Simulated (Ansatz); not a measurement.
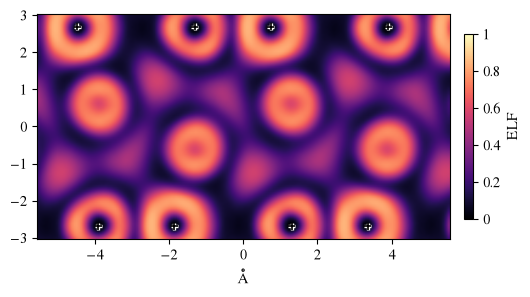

The ELF on a plane through atoms (crosses mark nuclei in the plane).

All numbers below come from DFT, PBE, PAW with Ansatz's default frozen-core files, scalar-relativistic (Ansatz 0.2.0).

Candidates:
A. AgI, a = 4.58 Å, b = 4.58 Å, c = 7.43 Å, α = 90.00°, β = 90.00°, γ = 120.00°. Space group P6₃mc; changed on purpose from its base cell (zz strain of -1 %, PAW files); computed pressure about 2 GPa in this cell.
B. TaN, a = 5.21 Å, b = 5.21 Å, c = 2.92 Å, α = 90.00°, β = 90.00°, γ = 120.00°. Space group P-62m.
C. BaTiO$_{3}$, a = 4.08 Å, b = 4.08 Å, c = 4.02 Å, α = 90.00°, β = 90.00°, γ = 90.00°. Space group P4/mmm; changed on purpose from its base cell (equal xx and yy strain of +2 %, PAW files); computed pressure about −4 GPa in this cell; computed without spin polarisation.

Which candidate gave the map?

Candidate B: TaN on the (011) plane of the conventional cell, which holds Ta and N. Ta–N (2.05 Å): the ELF peaks at about 0.85 in the valence shell of N, 0.6 Å from its nucleus, and is about 0.30 at the midpoint; no shared electron pair shows on this line.
